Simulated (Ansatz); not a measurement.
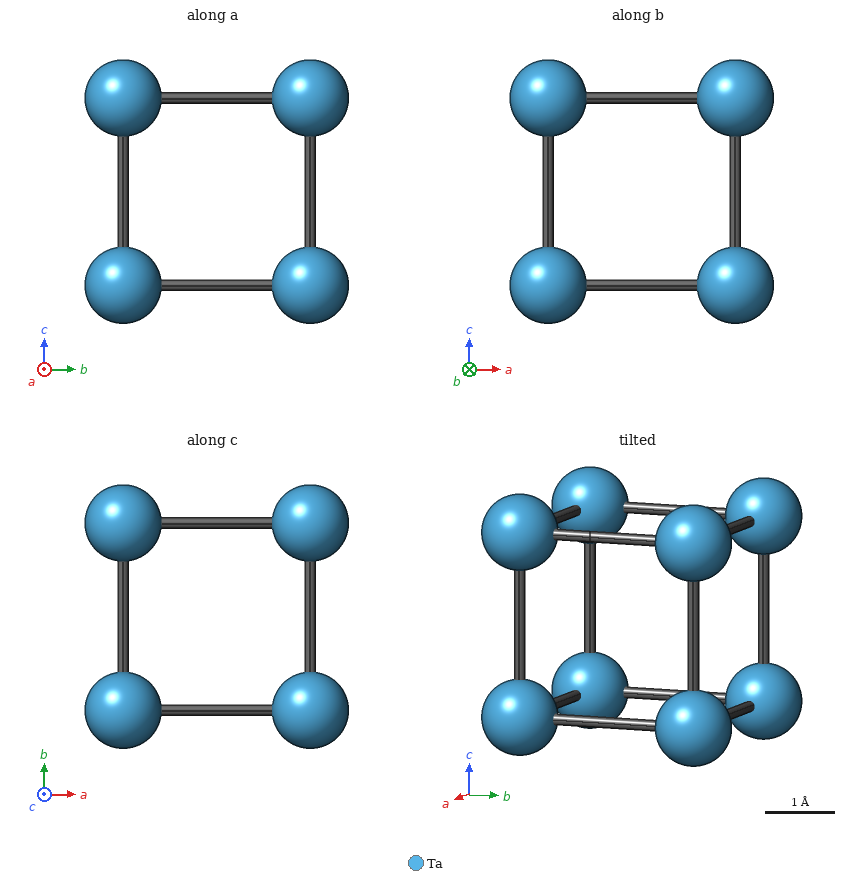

This ball-and-stick model is shown along the a axis, along the b axis, along the c axis and slightly off an axis. The lines enclose the conventional unit cell; boundary atoms appear with their images.

Lattice parameters: a = 2.7191 Å, b = 2.7191 Å, c = 2.7191 Å, α = 90.000°, β = 90.000°, γ = 90.000°.

### Turn the picture into a CIF with its space group and independent sites.

```cif
data_structure
_symmetry_space_group_name_H-M 'P m -3 m'
_symmetry_Int_Tables_number 221
_cell_length_a 2.7191
_cell_length_b 2.7191
_cell_length_c 2.7191
_cell_angle_alpha 90.000
_cell_angle_beta 90.000
_cell_angle_gamma 90.000
_cell_volume 20.10
loop_
_atom_site_label
_atom_site_type_symbol
_atom_site_symmetry_multiplicity
_atom_site_Wyckoff_symbol
_atom_site_fract_x
_atom_site_fract_y
_atom_site_fract_z
_atom_site_occupancy
Ta1 Ta 1 a 0.0000 0.0000 0.0000 1
```

Provenance: a structure type filled with this element by a generator (whether the element takes this form wasn't checked). Earlier steps of the study may have refined or changed the cell and positions. A calculation with Ansatz used it as input.

At this level of theory the cell isn't at rest (stretched, at -6 GPa), so its distances can differ from those at equilibrium, the more so the softer the solid.
